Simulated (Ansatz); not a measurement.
# Run report: CoO, geometry relaxation (part 3 of 3)

CoO (2 atoms in the cell); DFT PBEsol, scalar-relativistic, plane waves, PAW, spin-polarised (Ansatz 0.2.0); cutoff 420 eV, 12×12×15 k-mesh, Gaussian smearing of 0.1 eV, collinear spins. The structure derives from an entry of the Crystallography Open Database. It belongs to a series of runs on one base structure; here: film's bulk on the substrate's plane, third vector and atoms relaxed.

Geometry of the input (Å; fractional positions):
```
3.0359  0.0000  0.0000
-1.5179  2.6291  0.0000
1.5179  0.8764  2.3210
Co 0.0000  0.0000  0.0000
O  -0.0000  0.5000  0.5000
```

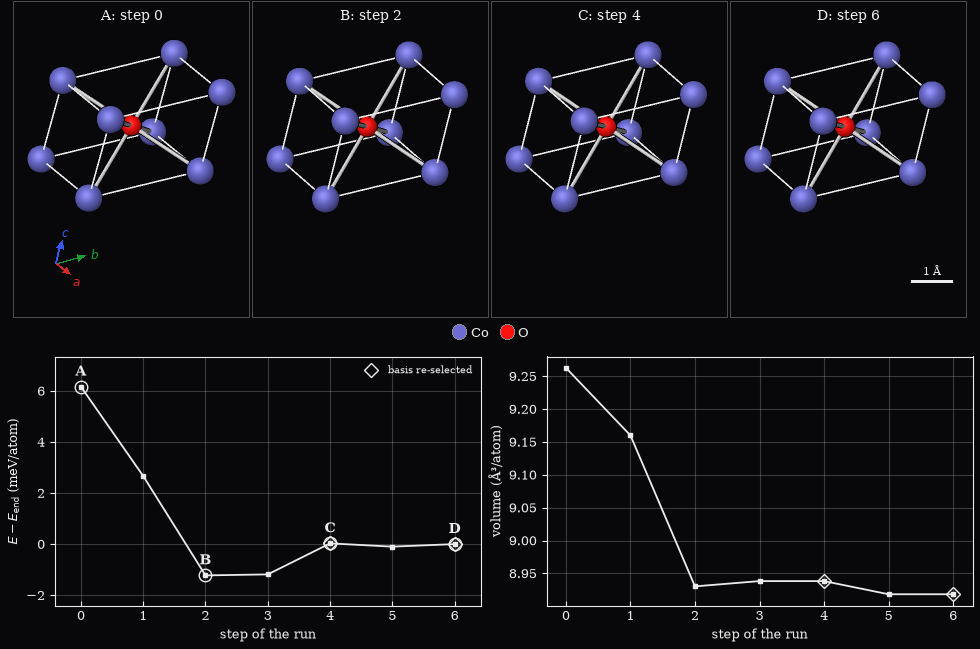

**Figure 1.** Frames of the relaxation (ball-and-stick view of the reduced cell, seen at an oblique angle) above the curves, on which the letters mark them (the first geometry is step 0 here and step 1 in the log).

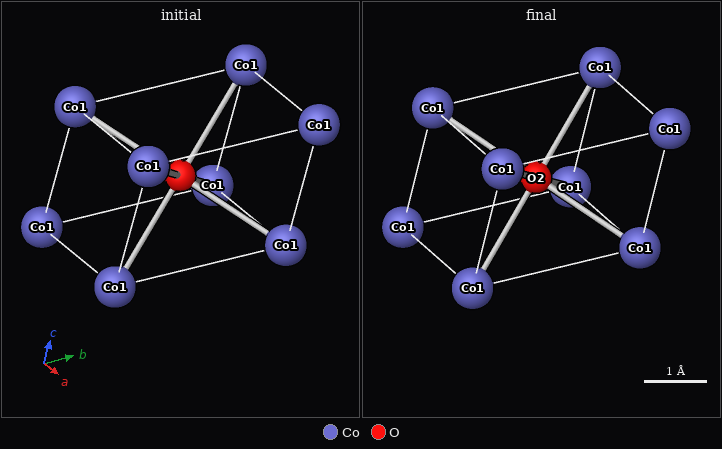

**Figure 2.** Before (left) and after (right) the relaxation, at one scale (ball-and-stick view of the reduced cell, seen at an oblique angle). The atoms keep their places relative to the cell (all moves are under 0.005 Å). The volume changes by −3.7 %, with a = b = c 2.908 → 2.840 Å (−2.4 %), α 62.9° → 64.6°, β 62.9° → 64.6°, γ 62.9° → 64.6°. Among the contacts that change: Co1–O2 2.102 → 2.079 Å. The space group stays R-3m (No. 166). After 4 geometry steps the energy has fallen by 6.3 meV per atom. All forces vanish by symmetry, so only the cell relaxes. The pressure goes from −4.28 to 0.89 GPa. 1 further SCF at an unchanged geometry re-selected the plane-wave basis for the new cell. The energy change given includes the shifts at the re-selections in mid-walk, which come without any move. A last SCF at the same geometry on a re-selected plane-wave basis shifts the energy by +0.1 meV per atom. (Atoms are counted from 1 in the order of the input.)

```
basis re-selected at this cell: Δ(F+E_penalty+E_count) = +1.958e-4 eV, ΔP = -0.009 GPa vs the last step (what re-selecting the basis moved, of the pressure what is left beyond the Pulay correction that the steps carried, after the strain that the cell walked since its last selection, with what the two solves' SCF thresholds leave and, on support functions, any second-order correction that the steps lacked; it is no measure of the basis error at this ecutwfc). This SCF's stress stands 1.28e-2 GPa from its target on what of the cell is left free (relax.cell.stress_tol is 1.00e-1 GPa) and its largest allowed force component is 6.31e-30 eV/Å (relax.f_tol is 1.00e-2 eV/Å): within both
SCF converged after 8 iterations
Magnetization: 2.6786 μB (12.8393 up, 10.1607 down)
Absolute magnetization: 2.6932 μB (∫|ρ↑−ρ↓|, with the PAW one-centre terms)
Spin contamination: 0.0108 ħ² per cell (⟨S²⟩ above its minimum at these occupations)
Per-site moments (μB) at R_I (Å): [(2.285942646755131, 0.8573883626674738), (0.2765669981000429, 0.8573883626674738)]
Free energy (F): -5652.308341 eV
Harris-Foulkes:  -5652.308341 eV  (|F-HF|=1.82e-12)
Internal energy: -5652.291813 eV  (E = F + TS)
E sigma→0 (E₀):  -5652.300077 eV
Entropy (-TS):   -0.016528 eV (-8.264 meV/atom)
Fermi energy:    15.401238 eV
--- Per-component energies (eV) ---
  E_band       = -274.202781
  E_kinetic    = 620.080587
  E_local      = -3309.948009  (includes V_loc(G=0)·N_el)
  E_nonlocal   = 515.672911
  E_hartree    = 1360.423345
  E_xc         = -227.251432
  E_vxc        = -293.628865  (∫ρ·V_xc dr)
  E_paw        = -1638.501319  (= ΣΔE_a)
  E_vpaw       = -527.228618  (= ΣTr[D̂ρ^β])
  E_aug_tail   = 0.002436  (compensation charges beyond the density's cutoff)
  E_ewald      = -2972.994040
  E_core_change = 0.223707  (= ΣΔE_core)
  E_smearing   = -0.016528  (= −TS)
  E_closure    = -0.000000  (closes the sum)
  Σ components = -5652.308341   (vs F -5652.308341, Δ=0.00e0)
--- Forces (eV/Å), atoms counted from 1 ---
  atom   1  Co     0.00000000     0.00000000     0.00000000
  atom   2  O      0.00000000     0.00000000    -0.00000000
  max |Σ_I F_I| component: 1.26e-29 eV/Å
--- Stress (GPa, compression-positive) ---
        1.332766      -0.003427      -0.002710
       -0.003427       1.336723      -0.001565
       -0.002710      -0.001565      -0.012120
  P = ⅓ Tr σ = 0.8858 GPa (8.858 kbar)
--- Band table (eV; the first three rows and the last of 1178) ---
  k-point 0 ↑: bands = ["-81.0964", "-44.5311", "-44.5304", "-44.4240", "-5.6039", "11.6225", "11.6235", "11.9529", "11.9531", "12.2402", "12.2441", "12.2441", "12.5421", "16.6565", "32.0271", "32.9766", "32.9791"]
  k-point 1 ↑: bands = ["-81.0960", "-44.5317", "-44.5310", "-44.4272", "-5.5394", "11.1182", "11.1190", "11.7641", "12.0093", "12.0095", "12.6550", "12.7546", "12.7547", "17.0198", "31.6215", "32.8707", "32.8728"]
  k-point 2 ↑: bands = ["-81.0949", "-44.5333", "-44.5327", "-44.4361", "-5.3524", "10.4410", "10.4419", "10.8288", "12.1527", "12.1528", "12.7644", "13.4689", "13.4690", "17.8493", "30.5673", "32.3582", "32.3590"]
  k-point 588 ↓: bands = ["-78.2879", "-41.8203", "-41.7659", "-41.7448", "-3.6990", "6.8333", "9.9068", "10.5704", "14.9554", "15.0605", "15.7554", "17.8802", "18.1159", "20.9615", "25.6067", "29.4553", "31.0262"]
--- Relaxed structure (5 steps of the walk, 5 accepted, 2 SCFs on fresh bases) ---
  F+E_penalty+E_count = -5652.30834103 eV   max|allowed force component| = 6.311e-30 eV/Å   (the final SCF, on the basis selected at the relaxed cell)
  cell:  # Å, volume = 17.8365 Å³
    - [3.035871715863109, -5.463697009051577e-9, -0.00023907264556155382]
    - [-1.5179358626132533, 2.62914203673478, -2.1800096499198545e-11]
    - [1.5177530802346892, 0.8762751494361664, 2.234499056288876]
  atoms:
    - { symbol: Co, position: [1.1128513518097798e-36, 2.1872630027967454e-37, -3.3426554627555464e-37] }
    - { symbol: O, position: [-1.6653345369377348e-16, 0.4999999999999998, 0.49999999999999994] }
--- Löwdin populations: 2 sites ---
  site symbol       q [e]    m [muB]
     0     Co     15.9646     2.3251
     1      O      6.9107     0.3588
  spilling = 0.005423 (of n_electrons = 23.000000)
```

File populations.tsv:
```
# site	symbol	l	j	q_up	q_dn
# orbitals = lowdin
# n_electrons = 23.000000
# spilling = 0.005423
0	Co	0_3S	-	0.995559	0.995678
0	Co	0_4S	-	0.252267	0.233284
0	Co	1_3P	-	2.999078	2.998423
0	Co	2_3D	-	4.897903	2.592370
1	O	0_2S	-	0.937218	0.889301
1	O	1_2P	-	2.697536	2.386666
```

Trajectory as extended XYZ (Å, eV, eV/Å), 7 frames, from step=1 to step=7:
```
2
Lattice="3.0359 0.0000 0.0000 -1.5179 2.6291 0.0000 1.5179 0.8764 2.3210" Properties=species:S:1:pos:R:3:forces:R:3 step=1 energy=-5652.29601 pressure_GPa=-4.28
Co    0.0000    0.0000    0.0000    0.0000   0.0000   0.0000
O     0.0000    1.7528    1.1605    0.0000   0.0000   0.0000
2
Lattice="3.0359 0.0000 0.0001 -1.5179 2.6291 0.0000 1.5180 0.8764 2.2953" Properties=species:S:1:pos:R:3:forces:R:3 step=2 energy=-5652.30301 pressure_GPa=-2.66
Co    0.0000    0.0000    0.0000    0.0000   0.0000   0.0000
O     0.0000    1.7528    1.1476    0.0000   0.0000   0.0000
2
Lattice="3.0359 0.0000 -0.0002 -1.5179 2.6291 0.0000 1.5178 0.8763 2.2375" Properties=species:S:1:pos:R:3:forces:R:3 step=3 energy=-5652.31079 pressure_GPa=0.91
Co    0.0000    0.0000    0.0000    0.0000   0.0000   0.0000
O    -0.0001    1.7527    1.1188    0.0000   0.0000   0.0000
2
Lattice="3.0359 0.0000 -0.0002 -1.5179 2.6291 0.0000 1.5177 0.8763 2.2395" Properties=species:S:1:pos:R:3:forces:R:3 step=4 energy=-5652.31071 pressure_GPa=0.77
Co    0.0000    0.0000    0.0000    0.0000   0.0000   0.0000
O    -0.0001    1.7527    1.1198    0.0000   0.0000   0.0000
2
Lattice="3.0359 0.0000 -0.0002 -1.5179 2.6291 0.0000 1.5177 0.8763 2.2395" Properties=species:S:1:pos:R:3:forces:R:3 step=5 energy=-5652.30828 pressure_GPa=0.56
Co    0.0000    0.0000    0.0000    0.0000   0.0000   0.0000
O    -0.0001    1.7527    1.1198    0.0000   0.0000   0.0000
2
Lattice="3.0359 0.0000 -0.0002 -1.5179 2.6291 0.0000 1.5178 0.8763 2.2345" Properties=species:S:1:pos:R:3:forces:R:3 step=6 energy=-5652.30854 pressure_GPa=0.89
Co    0.0000    0.0000    0.0000    0.0000   0.0000   0.0000
O    -0.0001    1.7527    1.1173    0.0000   0.0000   0.0000
2
Lattice="3.0359 0.0000 -0.0002 -1.5179 2.6291 0.0000 1.5178 0.8763 2.2345" Properties=species:S:1:pos:R:3:forces:R:3 step=7 energy=-5652.30834 pressure_GPa=0.89
Co    0.0000    0.0000    0.0000    0.0000   0.0000   0.0000
O    -0.0001    1.7527    1.1173    0.0000   0.0000   0.0000
```

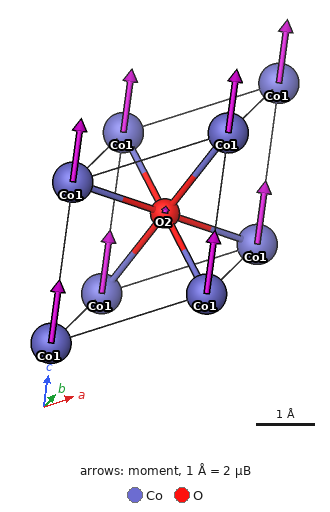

**Figure 3.** Magnetic moments of the sites as pink arrows (ball-and-stick view of the reduced cell, seen slightly off an axis; atoms are numbered from 1 in the order of the input); small moments hardly show. The run is collinear, so the axis drawn is arbitrary. Site moments: Co1 (2.29 μB); O2 (0.28 μB). They are counted near the atoms and needn't add up to the moment of the cell.

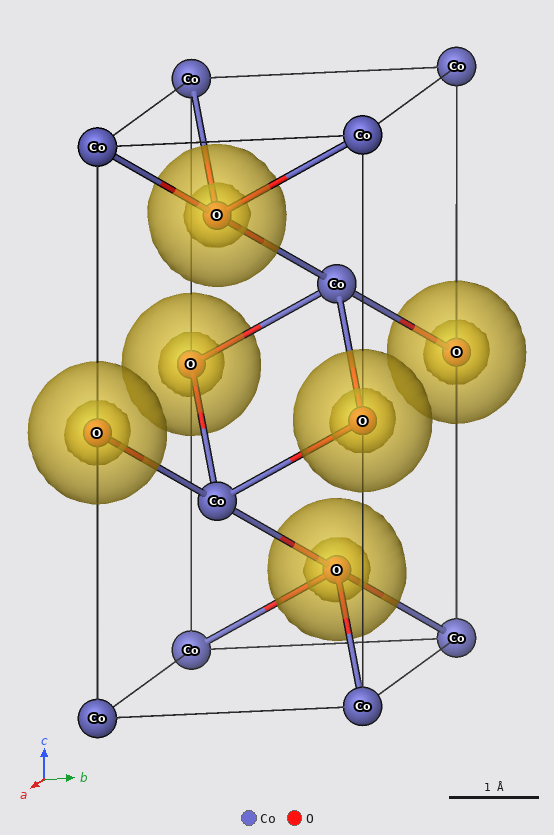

**Figure 4.** Isosurface of the ELF at 0.7 (yellow), seen slightly off an axis. Core shells and regions of very low density are left out. Sticks mark near contacts. The outline is the cell set on symmetry axes. Profiles from the grid: Co–O (2.08 Å): the ELF is about 0.15 at the midpoint (no shared pair; the contact is polar). In a PAW calculation such maps are meaningful between the atoms, not at the nuclei.

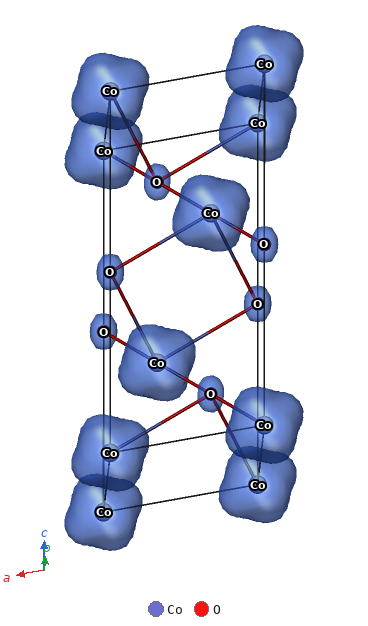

**Figure 5.** Isosurfaces of the spin density at +0.4 (blue) and −0.4 e/Å³ (red), seen at an oblique angle. Sticks mark near contacts. The outline is the cell set on symmetry axes. The cell of the calculation (2 atoms) carries 2.7 μB net. Only one sign reaches the isovalue.

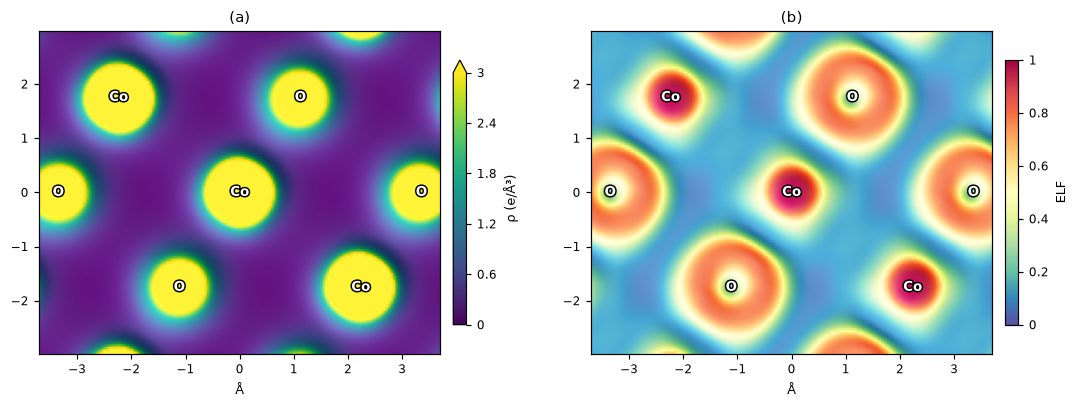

**Figure 6.** (a) valence pseudo-density; (b) electron localisation function on the (110) plane of the conventional cell. The section cuts through Co and O sites. Co–O (2.08 Å): ρ is about 0.47 e/Å³ halfway; the ELF is about 0.15 at the midpoint (no shared pair; the contact is polar). Away from the nuclei the density in this plane falls to 0.1 e/Å³ at its lowest. The strong features right at Co lie inside the PAW spheres (semicore, d or f shells) and say nothing about bonding.
